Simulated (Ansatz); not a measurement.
## Electronic structure of HC18F (slab) in real space

```cif
data_structure
_symmetry_space_group_name_H-M 'P 1'
_symmetry_Int_Tables_number 1
_cell_length_a 7.3980
_cell_length_b 7.3980
_cell_length_c 13.0000
_cell_angle_alpha 90.000
_cell_angle_beta 90.000
_cell_angle_gamma 120.000
_cell_volume 616.17
loop_
_atom_site_label
_atom_site_type_symbol
_atom_site_fract_x
_atom_site_fract_y
_atom_site_fract_z
_atom_site_occupancy
C1 C 0.00957 0.98965 0.07225 1
C2 C 0.23226 0.10084 0.07252 1
C3 C 0.01123 0.32233 0.07205 1
C4 C 0.23087 0.43239 0.07213 1
C5 C 0.00892 0.65421 0.07227 1
C6 C 0.23328 0.76632 0.07226 1
C7 C 0.34472 0.98876 0.07237 1
C8 C 0.56439 0.09879 0.07228 1
C9 C 0.34239 0.32108 0.07246 1
C10 C 0.56703 0.43328 0.07229 1
C11 C 0.34324 0.65662 0.07223 1
C12 C 0.56573 0.76782 0.07227 1
C13 C 0.67558 0.98753 0.07224 1
C14 C 0.89992 0.09969 0.07209 1
C15 C 0.67662 0.32322 0.07225 1
C16 C 0.89908 0.43452 0.07218 1
C17 C 0.67801 0.65572 0.07225 1
C18 C 0.89767 0.76542 0.07229 1
F1 F 0.28813 0.23331 0.31268 1
H1 H 0.29080 0.23490 0.24048 1
```

Level of theory: Ansatz, DFT PBE-D3(BJ), scalar-relativistic, plane waves, PAW.

In a PAW calculation such maps are meaningful between the atoms, not at the nuclei.

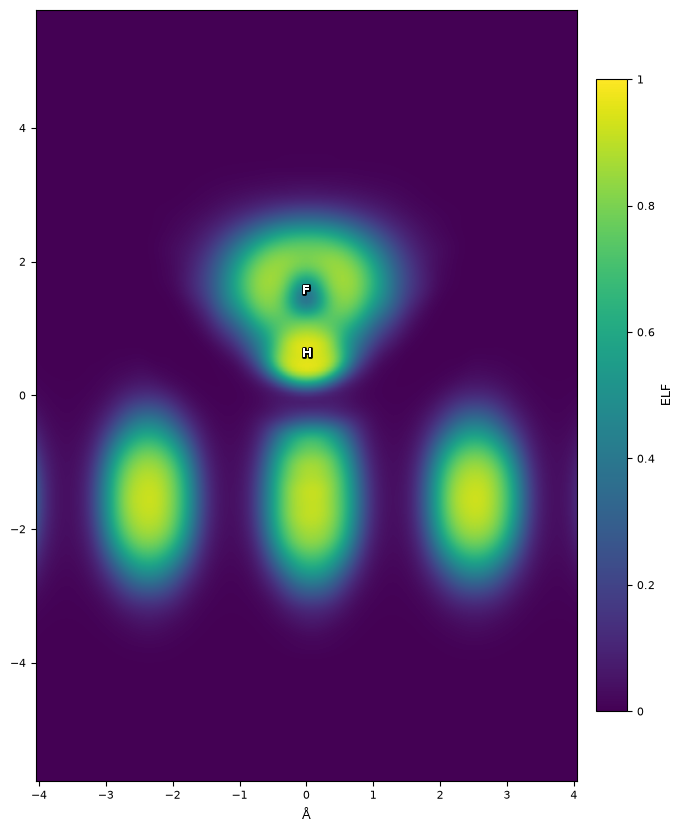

Figure 1. ELF on the (010) plane of the calculation cell, a cut from vacuum to vacuum.

What do the fields say about this system?

Answer. The plane passes through F and H nuclei. Atoms just off the plane (C, 0.6 Å away) can leave unmarked features too. F–H (0.94 Å): the ELF climbs to about 0.95 towards the hydrogen, as it does in any bond to H (a covalent bond by its length). The ELF also peaks beside F, away from the bonds: lone-pair regions.

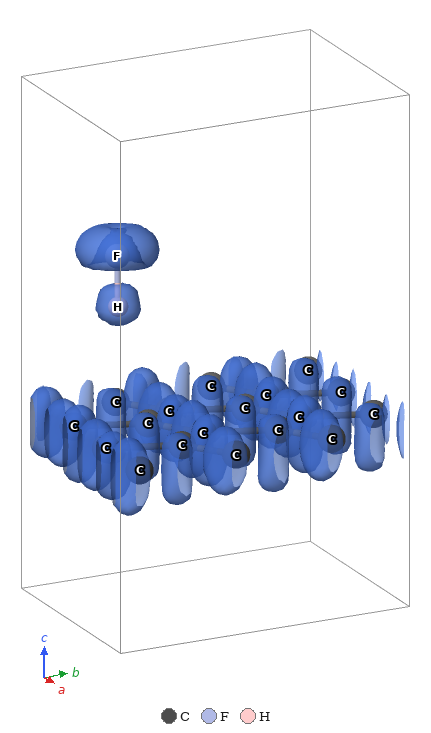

Figure 2. Isosurface of the electron localisation function at 0.8 (blue), seen slightly off an axis. Core shells and regions of very low density are left out. Sticks mark near contacts.

Where are the electrons localised?

Answer. At this value the surface marks out 27 regions between bonded C–C atoms (shared pairs), one region around a hydrogen nucleus and one region wrapped around F (its valence shell), counted in one cell of 20 atoms. Counts are for one cell; the picture repeats the cell along the surface. Profiles from the grid: C–C (1.41 Å): the ELF peaks at about 0.95 between the atoms, as expected for localised, covalent bonding.
